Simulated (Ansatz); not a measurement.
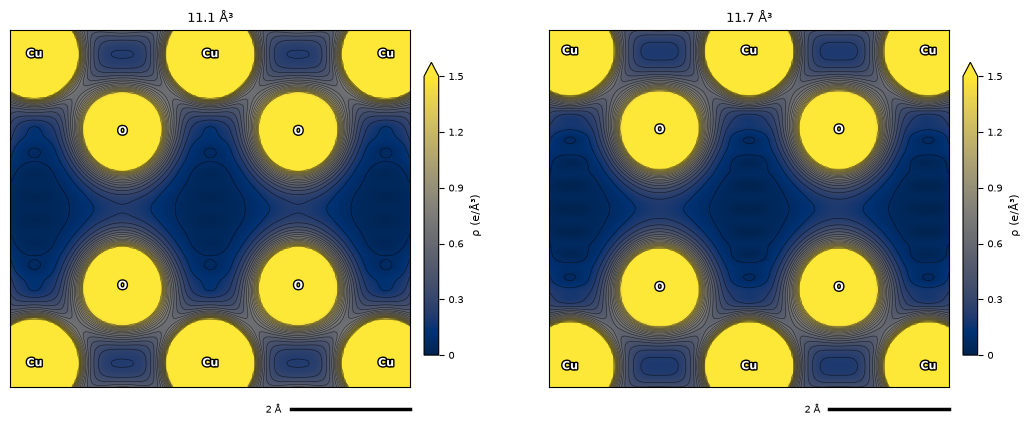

CuO. The valence electron density of cells scaled evenly to different volumes (given per atom above each panel), on the (010) plane of each (indices in the axes of the cell below), at one length scale and on one colour scale.

A structure from a database of computed crystals, not necessarily the ambient phase.

Theory: Kohn-Sham DFT of a periodic cell, RPBE, Ansatz PAW (Ansatz).

The largest cell:

```
Cu O
1.0
     2.03002   -2.19579    0.00000
     2.03002    2.19579    0.00000
     0.00000    0.00000    5.25705
Cu O
2 2
Direct
  0.50000 0.00000 0.00000
  0.00000 0.50000 0.50000
  0.50000 0.50000 0.25000
  0.50000 0.50000 0.75000
```

| volume (Å³/atom) | Cu–O contact in the plane (Å) | ρ at its midpoint (e/Å³) | pressure (GPa) | 
| --- | --- | --- | --- |
| 11.05 | 1.952 | 0.643 | 6.5 | 
| 11.27 | 1.965 | ? | ? | 
| 11.72 | 1.991 | 0.587 | −1.9 | 

Question: Estimate the missing row, and compare with the calculation.

Answer: Over the known rows ln ρ falls by 2.34 per Å of Cu–O distance (the line through the two), which gives 0.624 e/Å³ at 1.965 Å; the calculation gives 0.623 e/Å³. For the pressure, a straight line in volume between the neighbouring rows gives 3.7 GPa; the calculation gives 3.4, lower because pressure rises ever faster on compression.
